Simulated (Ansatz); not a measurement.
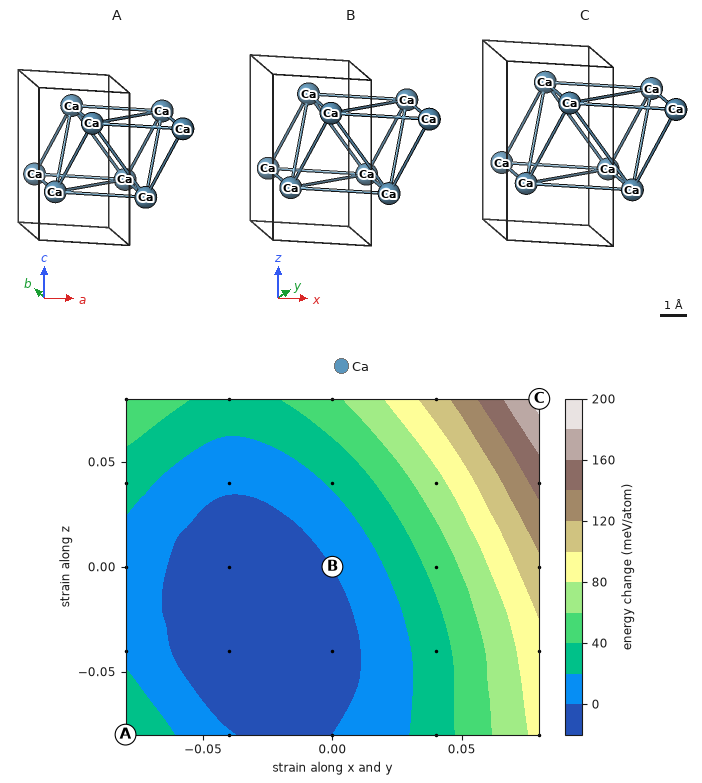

Energy scan for solid Ca (P6_3/mmc), in which the cell is strained equally along x and y and separately along z, with the atoms kept at their fractional coordinates. x, y and z are the Cartesian axes of the input. The map is interpolated between the computed points (dots). The lettered frames are marked on it. A ball-and-stick model of the cell of the calculation, repeated 2 × 2 × 1 with one cell outlined, seen slightly off an axis.

The calculation used Ansatz 0.2.0, DFT PBEsol, scalar-relativistic, plane waves, PAW. Settings: plane-wave cutoff 420 eV; k-point mesh 12 × 12 × 8; occupations gaussian; smearing width 0.15 eV; no spin polarisation. Energies (free energies at the smearing named) are counted from the cell as listed in its source, which wasn't relaxed.

Q: Describe the energy landscape.

A: In pairs of (strain along x and y; strain along z): the lowest computed point lies at (−0.040, −0.040) (−16.4 meV/atom), the highest at (0.080, 0.080) (187.5 meV/atom). The valley is tilted: raising the in-plane strain is made harder by raising the strain along z (cross term 0.31 of the geometric mean of the two curvatures). Over the ranges scanned the energy rises more along the first axis, the in-plane strain. The pressure runs from −3.3 GPa at (0.080, 0.080) to 3.6 GPa at (−0.080, −0.080). The frames lie at A (−0.080, −0.080): 42.4 meV/atom, B (0.000, 0.000): 0.0 meV/atom, C (0.080, 0.080): 187.5 meV/atom.

The computed points:

Rows: strain along x and y; columns: strain along z; values in meV/atom.

|  | −0.080 | −0.040 | 0.000 | 0.040 | 0.080 |
| --- | --- | --- | --- | --- | --- |
| −0.080 | 42.4 | 16.6 | 12.9 | 28.0 | 58.0 |
| −0.040 | 0.9 | −16.4 | −14.7 | 3.2 | 34.3 |
| 0.000 | 0.0 | −8.0 | 0.0 | 22.3 | 55.9 |
| 0.040 | 30.7 | 31.4 | 46.1 | 73.2 | 110.3 |
| 0.080 | 85.7 | 93.8 | 115.1 | 146.8 | 187.5 |
